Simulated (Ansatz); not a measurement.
System: Ga$_{5}$P$_{4}$ (slab).

The calculation's input:

```
crystal:
  lattice:
    - [3.8455650076, 0.0, 0.0]
    - [0.0, 3.8455650076, 0.0]
    - [0.0, 0.0, 25.8769003776]
  atoms:
    - { symbol: Ga, position: [0.5, 0.5, 0.2898337858] }
    - { symbol: P, position: [0.5, 0.0, 0.3423753393] }
    - { symbol: Ga, position: [0.0, 0.0, 0.3949168929] }
    - { symbol: P, position: [0.0, 0.5, 0.4474584464] }
    - { symbol: Ga, position: [0.5, 0.5, 0.5] }
    - { symbol: P, position: [0.5, 0.0, 0.5525415536] }
    - { symbol: Ga, position: [0.0, 0.0, 0.6050831071] }
    - { symbol: P, position: [0.0, 0.5, 0.6576246607] }
    - { symbol: Ga, position: [0.5, 0.5, 0.7101662142] }
basis:
  ecutwfc: 420
kpoints:
  mp_grid: { grid: [7, 7, 1] }
hamiltonian:
  xc: pbesol
scf:
  occupations: { method: gaussian, width: 0.05 }
output:
  forces: true
  stress: true
  eigenvalues: true
  write_density: true
  write_potential: true
  elf: true
  volumetric_format: npy
efield:
  axis: 3
  dipole_correction: true
  ramp_width: 0.04
```

Run with:

```sh
ansatz run input.yaml --threads 1 --pin off --max-ram 2560MiB --backend cpu --events-out ev --progress --plain --runs-dir out
```

Not relaxed (largest force 0.6 eV/Å); computed without spin polarisation.

The calculation used Ansatz, DFT PBEsol, scalar-relativistic, plane waves, PAW.

**What can the converged valence pseudo-density and electron localisation function tell about the bonding?**

Ga–P (2.35 Å): ρ is about 0.55 e/Å³ halfway; the ELF peaks at about 0.90 in the valence shell of P, 0.9 Å from its nucleus, and is about 0.75 at the midpoint.

**Metal or insulator at this level of theory?**

It is gapless in this calculation (a metal or semimetal).

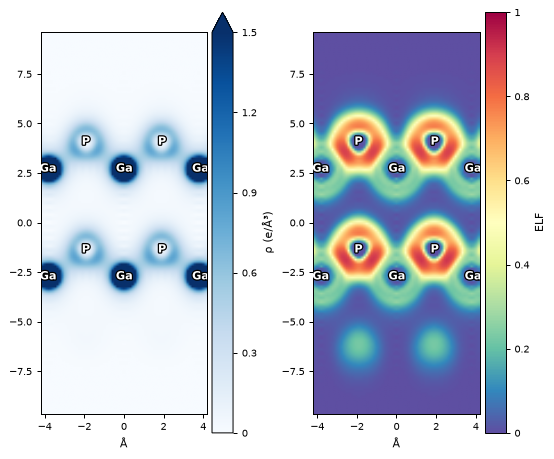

Computed valence pseudo-density and electron localisation function on the (100) plane of the calculation cell, a cut from vacuum to vacuum, in this order. 

In a PAW calculation such maps are meaningful between the atoms, not at the nuclei.
